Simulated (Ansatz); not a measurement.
**Rh: a changed input and its effect**

System: Rh (P6/mmm, 3 atoms in the cell).
Method of the first run: DFT, PBEsol, plane waves (420 eV) with PAW, scalar-relativistic, no spin polarisation (Ansatz 0.2.0).

Text and figures count atoms from 1; the logs count them from 0 in places.

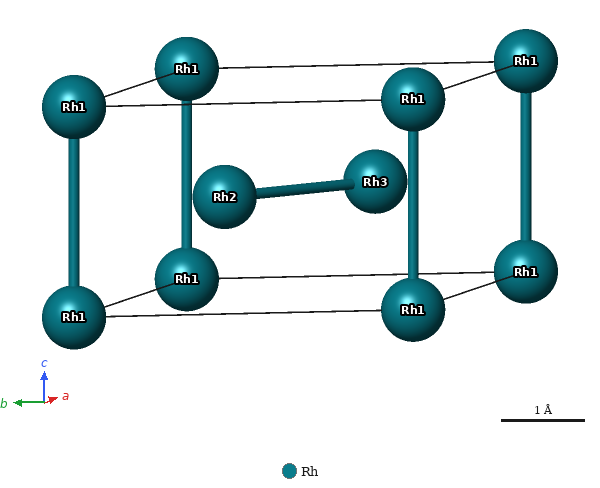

Fig. 1: The input geometry (ball-and-stick view of the cell of the calculation, seen at an oblique angle; atoms are numbered from 1 in the order of the input).

Input, the first run:
```yaml
crystal:
  lattice:
    - [4.1641266561, 0.0, 0.0]
    - [-2.0820633281, 3.6062394687, 0.0]
    - [0.0, 0.0, 2.5536767697]
  atoms:
    - { symbol: Rh, position: [0.0, 0.0, 0.0] }
    - { symbol: Rh, position: [0.3333333333, 0.6666666667, 0.5] }
    - { symbol: Rh, position: [0.6666666667, 0.3333333333, 0.5] }
hamiltonian:
  xc: pbesol
  pseudopotentials:
    kind: paw
    azcp:
      Rh: "pseudopotentials/Rh.paw.azcp"
basis:
  ecutwfc: 420
  fft_grid_basis: typed
kpoints:
  mp_grid: { grid: [10, 10, 13], shift: [0, 0, 0] }
magnetization:
  spin_polarized: false
scf:
  occupations: { method: fermi_dirac, width: 0.1 }
  lower_state_search: "off"
output:
  stress: true
  write_density: true
  write_potential: true
  elf: true
  volumetric_format: npy
```

Hardware: 2 threads of an x86-64 CPU, shared host.

Output, shortened to warnings, some set-up lines, iterations and results (the first run):
```
Warning: [file] the record states the generating functional pbe (its physics header spells it `PBE`), which answers neither for hamiltonian.xc's functional nor for the pbesol family's — results may be inconsistent (PPs are generated against a specific XC)
Basis set: ecut = 420 eV, 747 PW (Γ)
Symmetry: 24 space group operations
k-points: 98 of 1300
Initial density: superposition of atomic densities (neutral atoms: chi_scale 0, normalization atom), corrected by the library's trained network
[...]
SCF iter   1: F=—  HF=-19015.326246 eV  |F-HF|=—  |Δ(HF+E_count)|=         —  Δρ=1.33e-2  dr2=3.94e-2  ethr=1.77e-3  ⟨swp⟩=5.3  Hψ=10971  notcnv=0
SCF iter   2: F=—  HF=-19015.321029 eV  |F-HF|=—  |Δ(HF+E_count)|=   5.22e-3  Δρ=6.95e-3  dr2=1.36e-2  ethr=7.73e-5  ⟨swp⟩=1.7  Hψ=4662  notcnv=0
SCF iter   3: F=—  HF=-19015.318283 eV  |F-HF|=—  |Δ(HF+E_count)|=   2.75e-3  Δρ=7.37e-4  dr2=2.04e-4  ethr=2.66e-5  ⟨swp⟩=2.0  Hψ=4233  notcnv=0
SCF iter   4: F=—  HF=-19015.318291 eV  |F-HF|=—  |Δ(HF+E_count)|=   7.68e-6  Δρ=4.78e-4  dr2=6.00e-5  ethr=4.01e-7  ⟨swp⟩=2.1  Hψ=4893  notcnv=0
SCF iter   5: F=—  HF=-19015.318280 eV  |F-HF|=—  |Δ(HF+E_count)|=   1.07e-5  Δρ=5.73e-5  dr2=4.86e-7  ethr=1.18e-7  ⟨swp⟩=2.4  Hψ=5116  notcnv=0
SCF iter   6: F=-19015.318280 eV  HF=-19015.318280 eV  |F-HF|=1.55e-8  |Δ(HF+E_count)|=   3.37e-8  Δρ=6.65e-6  dr2=1.77e-8  ethr=1.96e-10  ⟨swp⟩=8.8  Hψ=19812  notcnv=0
SCF 1 converged in 6 iterations: F = -19015.318280 eV  dr2 = 1.77e-8
SCF converged after 6 iterations
Free energy (F): -19015.318280 eV
Harris-Foulkes:  -19015.318280 eV  (|F-HF|=1.55e-8)
Internal energy: -19015.161448 eV  (E = F + TS)
E sigma→0 (E₀):  -19015.239864 eV
Entropy (-TS):   -0.156832 eV (-52.277 meV/atom)
Fermi energy:    24.466099 eV
--- Per-component energies (eV) ---
  E_band       = -164.163224
  E_kinetic    = 1730.708239
  E_local      = -4453.463358  (includes V_loc(G=0)·N_el)
  E_nonlocal   = 1071.615983
  E_hartree    = 1571.221014
  E_xc         = -665.356007
  E_vxc        = -838.604382  (∫ρ·V_xc dr)
  E_paw        = -10572.909579  (= ΣΔE_a)
  E_vpaw       = -816.865066  (= ΣTr[D̂ρ^β])
  E_aug_tail   = 0.002495  (compensation charges beyond the density's cutoff)
  E_ewald      = -7697.808835
  E_core_change = 0.828599  (= ΣΔE_core)
  E_smearing   = -0.156832  (= −TS)
  E_closure    = 0.000000  (closes the sum)
  Σ components = -19015.318280   (vs F -19015.318280, Δ=0.00e0)
--- Stress (GPa, compression-positive) ---
       29.263785      -0.000000       0.000000
       -0.000000      29.263785       0.000000
        0.000000       0.000000      25.852411
  P = ⅓ Tr σ = 28.1267 GPa (281.267 kbar)
```

For the second run the input was changed thus:
```diff
-    - [4.1641266561, 0.0, 0.0]
-    - [-2.0820633281, 3.6062394687, 0.0]
-    - [0.0, 0.0, 2.5536767697]
+    - [4.3927441251, 0.0, 0.0]
+    - [-2.1963720626, 3.8042280046, 0.0]
+    - [0.0, 0.0, 2.6938778654]
```

How does the second run compare with the first run?

With the same functional and potentials, the second run lies 24.1 meV per atom lower. The pressure goes from 28.13 to −17.33 GPa. The volume per atom goes from 12.78 to 15.01 Å³. The number of SCF iterations is the same. The plane waves at Γ go from 747 to 903.

Output, shortened to warnings, some set-up lines, iterations and results (the second run):
```
Warning: [file] the record states the generating functional pbe (its physics header spells it `PBE`), which answers neither for hamiltonian.xc's functional nor for the pbesol family's — results may be inconsistent (PPs are generated against a specific XC)
Basis set: ecut = 420 eV, 903 PW (Γ)
Symmetry: 24 space group operations
k-points: 98 of 1300
Initial density: superposition of atomic densities (neutral atoms: chi_scale 0, normalization atom), corrected by the library's trained network
[...]
SCF iter   1: F=—  HF=-19015.402563 eV  |F-HF|=—  |Δ(HF+E_count)|=         —  Δρ=1.30e-2  dr2=6.92e-2  ethr=1.77e-3  ⟨swp⟩=5.1  Hψ=10211  notcnv=0
SCF iter   2: F=—  HF=-19015.395706 eV  |F-HF|=—  |Δ(HF+E_count)|=   6.86e-3  Δρ=7.49e-3  dr2=2.96e-2  ethr=1.36e-4  ⟨swp⟩=1.0  Hψ=3822  notcnv=0
SCF iter   3: F=—  HF=-19015.390707 eV  |F-HF|=—  |Δ(HF+E_count)|=   5.00e-3  Δρ=7.43e-4  dr2=4.10e-4  ethr=5.80e-5  ⟨swp⟩=2.6  Hψ=4251  notcnv=0
SCF iter   4: F=—  HF=-19015.390715 eV  |F-HF|=—  |Δ(HF+E_count)|=   8.17e-6  Δρ=5.95e-4  dr2=9.20e-5  ethr=8.04e-7  ⟨swp⟩=2.5  Hψ=5240  notcnv=0
SCF iter   5: F=—  HF=-19015.390698 eV  |F-HF|=—  |Δ(HF+E_count)|=   1.75e-5  Δρ=5.69e-5  dr2=8.24e-7  ethr=1.80e-7  ⟨swp⟩=2.1  Hψ=5001  notcnv=0
SCF iter   6: F=-19015.390698 eV  HF=-19015.390698 eV  |F-HF|=6.28e-9  |Δ(HF+E_count)|=   1.87e-7  Δρ=7.94e-6  dr2=9.58e-9  ethr=1.96e-10  ⟨swp⟩=8.2  Hψ=19542  notcnv=0
SCF 1 converged in 6 iterations: F = -19015.390698 eV  dr2 = 9.58e-9
SCF converged after 6 iterations
Free energy (F): -19015.390698 eV
Harris-Foulkes:  -19015.390698 eV  (|F-HF|=6.28e-9)
Internal energy: -19015.187870 eV  (E = F + TS)
E sigma→0 (E₀):  -19015.289284 eV
Entropy (-TS):   -0.202828 eV (-67.609 meV/atom)
Fermi energy:    19.875471 eV
--- Per-component energies (eV) ---
  E_band       = -367.657982
  E_kinetic    = 1713.115111
  E_local      = -5038.704200  (includes V_loc(G=0)·N_el)
  E_nonlocal   = 1071.236613
  E_hartree    = 1765.826324
  E_xc         = -658.261582
  E_vxc        = -829.114338  (∫ρ·V_xc dr)
  E_paw        = -10572.049805  (= ΣΔE_a)
  E_vpaw       = -815.845637  (= ΣTr[D̂ρ^β])
  E_aug_tail   = 0.002524  (compensation charges beyond the density's cutoff)
  E_ewald      = -7297.181454
  E_core_change = 0.828599  (= ΣΔE_core)
  E_smearing   = -0.202828  (= −TS)
  E_closure    = -0.000000  (closes the sum)
  Σ components = -19015.390698   (vs F -19015.390698, Δ=0.00e0)
--- Stress (GPa, compression-positive) ---
      -17.502557       0.000000       0.000000
        0.000000     -17.502557       0.000000
        0.000000       0.000000     -16.980865
  P = ⅓ Tr σ = -17.3287 GPa (-173.287 kbar)
```

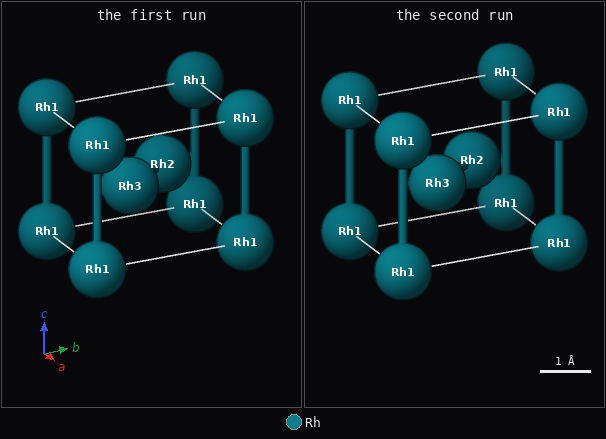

Fig. 2: The two input geometries at one scale (ball-and-stick view of the cell of the calculation, seen slightly off an axis). The atoms keep their places relative to the cell (all moves are under 0.005 Å). Cell: a = b 4.164 → 4.393 Å (+5.5 %), c 2.554 → 2.694 Å (+5.5 %). Volume +17.4 %. Among the contacts that change: Rh1–Rh1 2.554 → 2.694 Å, Rh2–Rh3 2.404 → 2.536 Å.

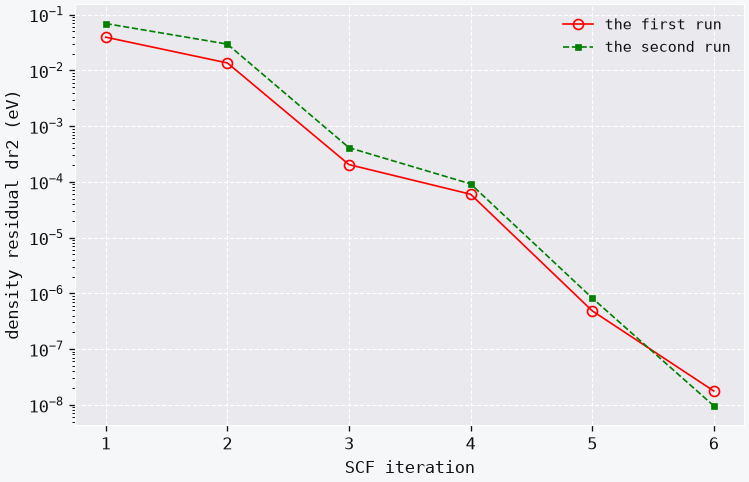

Fig. 3: Convergence of the two runs: density residual dr2 against the SCF iteration. The first run takes 6 iterations in all, and the second run takes 6.

The two runs side by side:

```tsv
quantity	the first run	the second run
outcome	converged	converged
free energy per atom (eV)	−6338.4394	−6338.4636
energy per atom, smearing taken to zero (eV)	−6338.4133	−6338.4298
pressure (GPa)	28.13	−17.33
volume per atom (Å³)	12.78	15.01
SCF iterations	6	6
irreducible k-points	98	98
plane waves at Γ	747	903
wall time (shared host)	2 s	2.4 s
```

For both runs: Warnings: the PAW datasets were made with another functional. For the first run: The cell is under a pressure of 28 GPa at this level, so it is not at its equilibrium volume. For the second run: The cell is under a tension of 17.3 GPa at this level, so it is not at its equilibrium volume.
